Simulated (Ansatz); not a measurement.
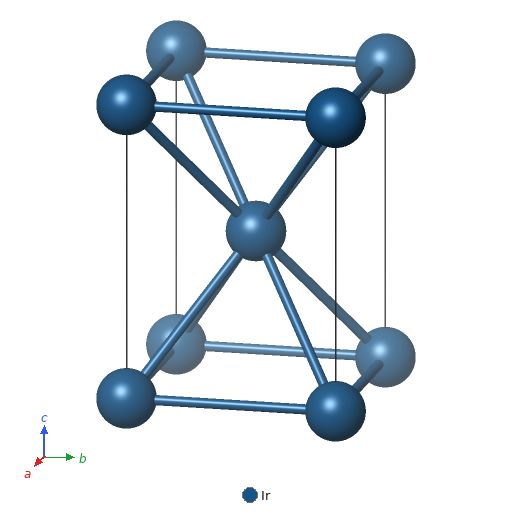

System: Ir, space group Fm-3m (No. 225). The picture shows the cell.

Starting cell:
```
CELL_PARAMETERS angstrom
1.93533 1.93533 0.00000
-1.93533 1.93533 0.00000
0.00000 0.00000 3.87065
ATOMIC_POSITIONS crystal
Ir 0.00000 0.00000 0.00000
Ir 0.50000 0.50000 0.50000
```

One of the inputs:
```
crystal:
  lattice:
    - [1.93532631, 1.93532631, 0.0]
    - [-1.93532631, 1.93532631, 0.0]
    - [0.0, 0.0, 3.87065262]
  atoms:
    - { symbol: Ir, position: [0.0, 0.0, 0.0] }
    - { symbol: Ir, position: [0.5, 0.5, 0.5] }
basis:
  ecutwfc: 420
kpoints:
  mp_grid: { grid: [18, 18, 14] }
hamiltonian:
  xc: pbe
scf:
  occupations: { method: gaussian, width: 0.1 }
output:
  forces: true
  stress: true
  eigenvalues: true
```

Launched with:
```bash
ansatz run input.yaml --threads 1 --pin off --max-ram 2560MiB --backend cpu --events-out ev --progress --plain --runs-dir out
```

Computed with Ansatz 0.2.0: energy, stress and cell of a relaxed crystal along a series of strains, atoms and what the cell freedom names relaxed within the symmetry; plane waves with PAW datasets, Γ-centred k mesh; energies extrapolated to zero smearing. Level: PBE, no spin polarisation.

- wave cutoff: 420 eV
- k mesh: 18×18×14
- occupations: Gaussian
- smearing width: 0.1 eV
- strain kind: isotropic
- cell freedom: cell held, all vectors scaled

Predict the energy change against strain. The strain takes the values −3, −2, −1, 0, 1, 2, 3 %.

The energy rises on both sides of the starting structure, which is therefore a minimum along this path. The energy change is 144 meV/atom at strain −3 % and 113 meV/atom at 3 %; the lowest computed point is at strain 0 % (0 meV/atom). The solid is metallic at every point.

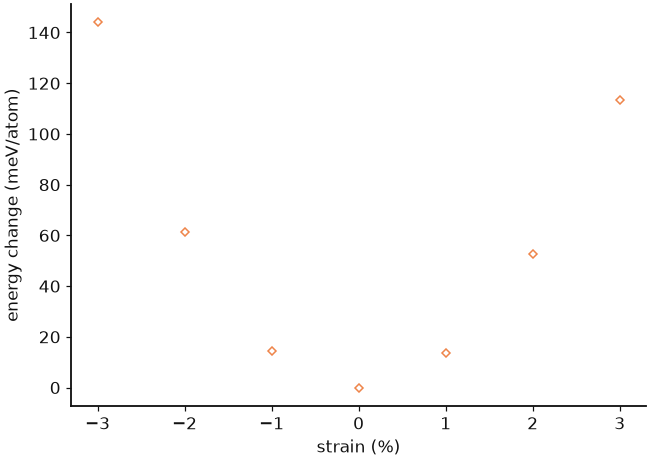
